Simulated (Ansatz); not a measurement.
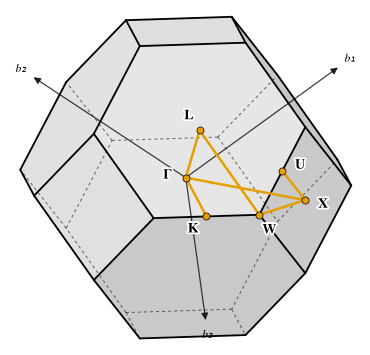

Crystal: TePb, the geometry relaxed with DFT, PBE, PAW with Ansatz's default frozen-core files, scalar-relativistic (Ansatz); the starting structure was generated, so it need not be a known form of this composition. The figure shows the first Brillouin zone with its special points and a band path. All values are computed from the atomic coordinates in the standard setting (tolerance 0.002 Å).

Labels and path follow the convention of Hinuma et al. (2017), as computed by seekpath; the arrows show the directions of the reciprocal primitive vectors b₁, b₂, b₃.

Which Bravais lattice has this zone?

A face-centred cubic lattice (cF; extended symbol cF2). The zone is a truncated octahedron in its combinatorial type: 14 faces (6 with 4 edges, 8 with 6 edges), 36 edges, 24 vertices.

In which order does the conventional band path visit the special points?

Γ–X–U | K–Γ–L–W–X
